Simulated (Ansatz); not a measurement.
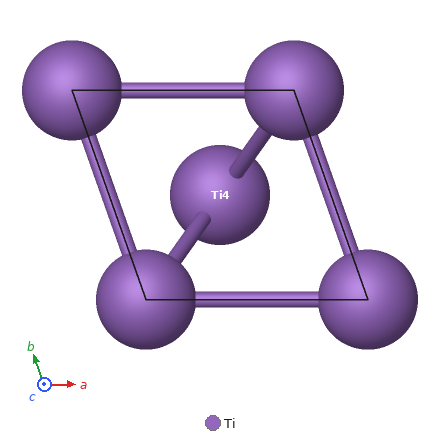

The system is Ti (Im-3m, No. 229; 4 atoms in the cell); the picture shows the reference structure. Gamma surface: rigid slide across a plane, one fault a cell; the plane is (0 1 1) of the conventional cell. Places are given modulo a cell vector. The map is drawn in real space over the plane of the slide. Nothing is relaxed (rigid halves, spacing across the cut fixed). Grid: 6 × 6 points; 13 points were computed and 23 follow by symmetry. Energies: J/m², counted from the lowest grid point. The calculation used DFT PBE, scalar-relativistic, plane waves, PAW (Ansatz 0.2.0). Settings: cutoff 520 eV, k-mesh 16×16×5 in the order of the run's cell vectors, gaussian smearing 0.15 eV, no spin polarisation.

Its coordinates:

```xyz
4
Lattice="-1.6276 1.6276 -1.6276 -1.6276 -1.6276 1.6276 0.0000 6.5105 6.5105" Properties=species:S:1:pos:R:3 pbc="T T T"
Ti    0.0000    5.6967    5.6967
Ti   -1.6276    0.8138    0.8138
Ti    0.0000    2.4414    2.4414
Ti   -1.6276    4.0690    4.0690
```

Range: slide along a1 from 0.000 to 0.833; slide along a2 from 0.000 to 0.833.

What landscape does the calculation give?

Answer. The lowest grid point is at (0/6, 0/6) of the cell vectors. The bottom of the well lies between grid points, at (0/6, 0/6) of the cell vectors, about 0.068 J/m² lower on the interpolated surface. No other kind of well shows on this grid. The highest grid point, (3/6, 3/6) of the cell vectors, lies 1.02 J/m² above the lowest.

| slide along a2 ↓, slide along a1 → | 0/6 | 1/6 | 2/6 | 3/6 | 4/6 | 5/6 |
| --- | --- | --- | --- | --- | --- | --- |
| 5/6 | 0.01 | 0.02 | 0.33 | 0.50 | 0.42 | 0.26 |
| 4/6 | 0.17 | 0.33 | 0.71 | 0.87 | 0.74 | 0.42 |
| 3/6 | 0.27 | 0.50 | 0.87 | 1.02 | 0.87 | 0.50 |
| 2/6 | 0.17 | 0.42 | 0.74 | 0.87 | 0.71 | 0.33 |
| 1/6 | 0.01 | 0.26 | 0.42 | 0.50 | 0.33 | 0.02 |
| 0/6 | 0.00 | 0.01 | 0.17 | 0.27 | 0.17 | 0.01 |

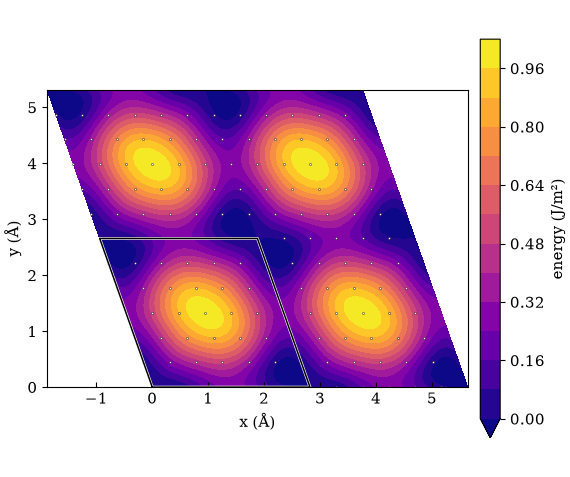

Drawn: filled contours, dots at the grid points, the outline of one cell of the 2 × 2 shown. Between grid points the surface is interpolated.

Each point was launched as `ansatz run input.yaml --threads 2 --pin off --max-ram 4096MiB --backend cpu --events-out ev --progress --plain --runs-dir out`. Time for the 13 points that were run: 11 min on 2 threads of Arm Neoverse V1, with other jobs on the host.

PAW datasets: the set soft_1.
